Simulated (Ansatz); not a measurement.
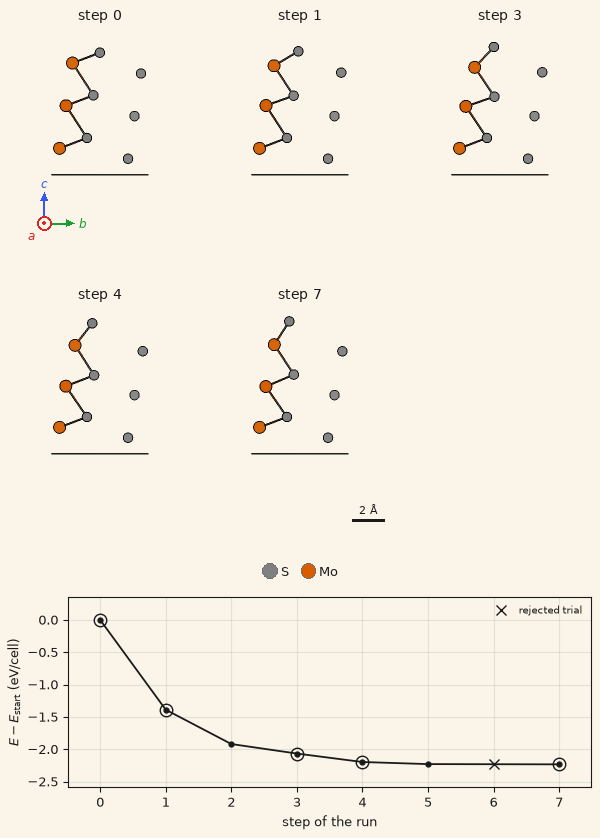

Frames of a constrained relaxation of a slab of composition MoS2 (cut from the R-3m phase), marked on the history of the run. Style: ball-and-stick. Shown: the cell of the calculation, outlined in the plane, without the vacuum (origin shifted), along the a axis.

Case: clean slab, lower half held. The slab is the (1 0 1) face of MoS2. 8 atoms are held fixed.

These are results of DFT PBE+D3(BJ), scalar-relativistic, plane waves, PAW (Ansatz 0.2.0), not measurements. Settings: plane-wave cutoff 420 eV; k-point mesh 5 × 5 × 1; occupations gaussian; smearing width 0.1 eV; no spin polarisation; dipole correction; atoms relaxed in a fixed cell; force threshold 0.03 eV/Å; at most 70 steps.

Q: What happens along the run?

A: After 6 accepted moves (7 points after the start) the energy has fallen by 2.234 eV per cell of the calculation. The largest force component goes from 2.6 to 0.015 eV/Å. The line search rejected the trial step at point 6 of the run. The largest moves, 0.93 Å, are those of S atoms. Largest moves by element: S 0.93 Å, Mo 0.20 Å. The cell stays as it was. Near-neighbour distances that change, for instance: Mo–S 2.417 → 2.248 Å, Mo–S 2.417 → 2.529 Å, Mo–Mo 3.133 → 3.033 Å, Mo–S 2.417 → 2.327 Å. Among the angles between lasting bonds that change: S–Mo–S 180.0° → 147.6°, S–Mo–S 80.8° → 107.8°, S–Mo–S 99.2° → 87.9°. The run took 2.4 min on 4 threads of Intel(R) Xeon(R) 6975P-C (Granite Rapids) (shared host), peak memory 2.4 GiB. From step 0 to 1: Mo atoms move most (0.19 Å), energy −1.389 eV per cell of the calculation. From step 1 to 3: S atoms move most (0.39 Å), energy −0.678 eV per cell of the calculation. From step 3 to 4: S atoms move most (0.19 Å), energy −0.131 eV per cell of the calculation. From step 4 to 7: S atoms move most (0.23 Å), energy −36.3 meV per cell of the calculation.

| step | E − E(0), meV/atom | largest force component, eV/Å | note |
| --- | --- | --- | --- |
| 0 | 0.00 | 2.6442 |  |
| 1 | -77.15 | 1.0544 |  |
| 2 | -106.64 | 0.7556 |  |
| 3 | -114.82 | 0.6222 |  |
| 4 | -122.08 | 0.2531 |  |
| 5 | -123.88 | 0.1418 |  |
| 6 | -123.76 | 0.2014 | rejected |
| 7 | -124.09 | 0.0152 |  |
